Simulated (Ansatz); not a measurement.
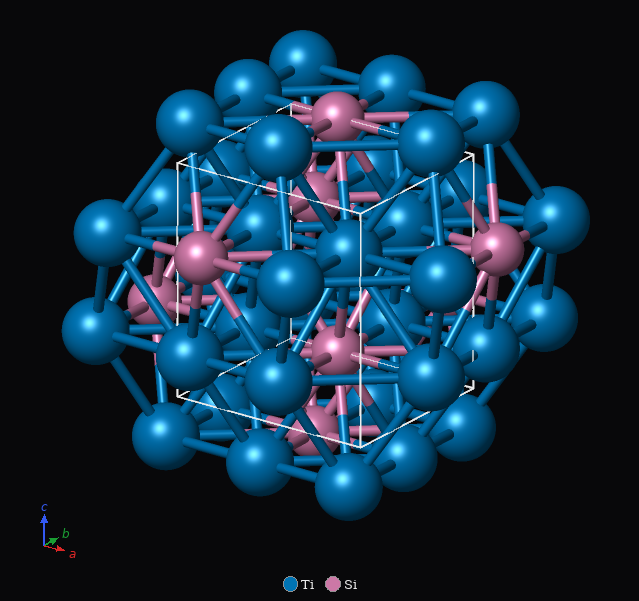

Ball-and-stick drawing of the structure, looking slightly off an axis. Lines trace the edges of the conventional unit cell. Every bond is drawn to its end, so some atoms lie outside the box. Cell: a = 5.58 Å, b = 5.58 Å, c = 4.47 Å, α = 90.00°, β = 90.00°, γ = 120.00°.

Provenance: a structure listed in the Materials Project. Earlier steps of the study, as a rule a relaxation of our own, may have changed the cell and positions, so they can lie some per cent off the listed ones. It was the input of a calculation with Ansatz.

### Characterise what is shown.

It has the composition Ti3Si. The symmetry is that of P6_3/mmc (No. 194), on a primitive hexagonal lattice. It has 8 atoms to the cell (6 Ti, 2 Si). Each Ti atom is coordinated by eight Ti and four Si in a distorted anticuboctahedral arrangement (about 2.7 to 2.9 Å to Ti, 2.7 to 2.8 Å to Si). Si is coordinated by twelve Ti in an anticuboctahedral arrangement at about 2.7 to 2.8 Å. The bonds build a three-dimensional framework.

Method used: DFT PBEsol, scalar-relativistic, plane waves, PAW in Ansatz. It ran with wavefunction cutoff 420 eV, k-grid 6×6×8, Gaussian smearing of 0.1 eV, no spin polarisation.

### Metal or not?

A metal: bands cross the Fermi level.

### How charged are the atoms, by the Bader scheme?

Ti +0.58 e; Si -1.73 e.

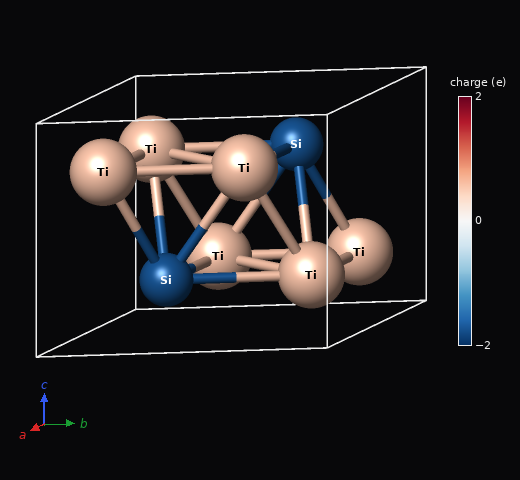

The atoms coloured by those charges. The run's cell of 8 atoms is drawn.

### Is this an equilibrium geometry for the method given?

Yes. All forces vanish to within 0.01 eV/Å. The pressure is 0.0 GPa, close to zero.
